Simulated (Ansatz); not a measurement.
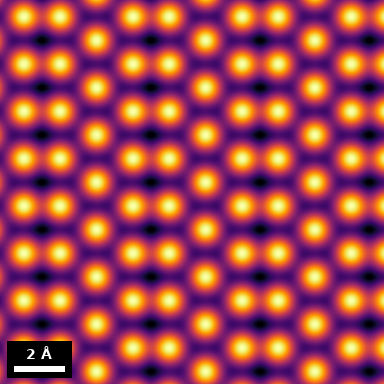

Z-contrast image of Ge. Simulated incoherent Z contrast: every atom adds Z^1.6 spread by a probe of 0.98 Å full width; channelling and multiple scattering are left out. The probe carries 25 % of its weight in a tail 2.5 times as wide. The display is stretched by a gamma of 0.65; percentages refer to the linear signal.

Q: Give the net of the columns and its spacings.

A: The pattern repeats on a rectangular net of 1.9 × 4.3 Å.

Q: What is the plane group of the image?

A: p2mm: mirror lines in two perpendicular directions, with twofold points where they cross.

Q: How many columns does the smallest repeating cell hold, and how many levels of brightness?

A: 3 columns in the primitive cell of 8.0 Å², all of one brightness.

The crystal is Ge (P6/mmm, No. 191) seen along [102]. Atomic positions: the input geometry of an electronic-structure calculation (not necessarily at equilibrium); the starting structure was generated, so it need not be a known form of this composition.
